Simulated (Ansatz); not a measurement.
The structure in question:

```
Ga O
1.0
    12.45413    0.00000    0.00000
     0.00000    3.08327    0.00000
    -1.39226    0.00000    5.71032
Ga O
8 12
Direct
  0.84152 0.50000 0.18584
  0.65848 0.00000 0.81416
  0.91009 0.00000 0.70529
  0.58991 0.50000 0.29471
  0.34152 0.00000 0.18584
  0.15848 0.50000 0.81416
  0.41009 0.50000 0.70529
  0.08991 0.00000 0.29471
  0.50399 0.00000 0.24324
  0.99601 0.50000 0.75676
  0.82631 0.00000 0.93564
  0.67369 0.50000 0.06436
  0.66351 0.50000 0.60918
  0.83649 0.00000 0.39082
  0.00399 0.50000 0.24324
  0.49601 0.00000 0.75676
  0.32631 0.50000 0.93564
  0.17369 0.00000 0.06436
  0.16351 0.00000 0.60918
  0.33649 0.50000 0.39082
```

Question: Describe what this structure looks like.

Answer: The structure is one of Ga₂O₃. It belongs to space group C2/m (No. 12) and has a base-centred monoclinic lattice. Cell content: 8 Ga, 12 O, that is 4 formula units. Ga takes two kinds of site: 4i with six O in a distorted octahedral arrangement at 1.97 to 2.11 Å; 4i with four O in a distorted tetrahedral arrangement at 1.86 to 1.90 Å. O takes three kinds of site: 4i with three Ga in a distorted trigonal planar arrangement at 1.86 to 1.97 Å; 4i with four Ga in a distorted tetrahedral arrangement at 1.90 to 2.11 Å; 4i with three Ga at 1.86 to 1.97 Å. The bonds build a three-dimensional framework.

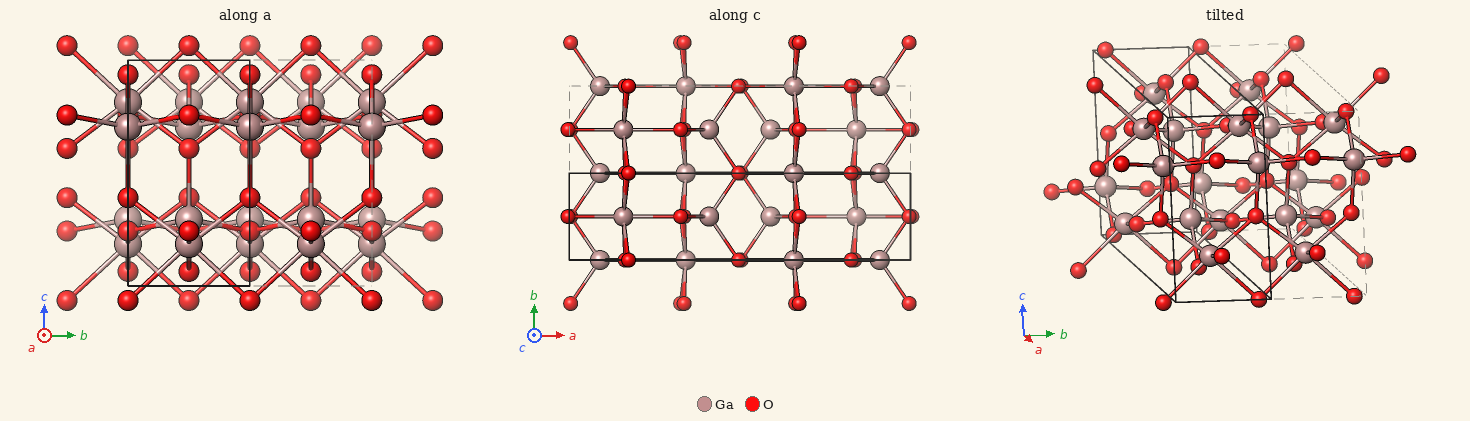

The image is a ball-and-stick drawing of a crystal, viewed along the a axis, along the c axis and slightly off an axis. The drawing covers 1×2×1 cells, and the solid lines enclose one conventional unit cell. A few atoms beyond the faces are included. Colours: gallium pink, oxygen red.

The structure comes from a structure listed in the Materials Project. The atoms were relaxed in a fixed cell with Ansatz 0.2.0, DFT PBE, scalar-relativistic, plane waves, PAW.
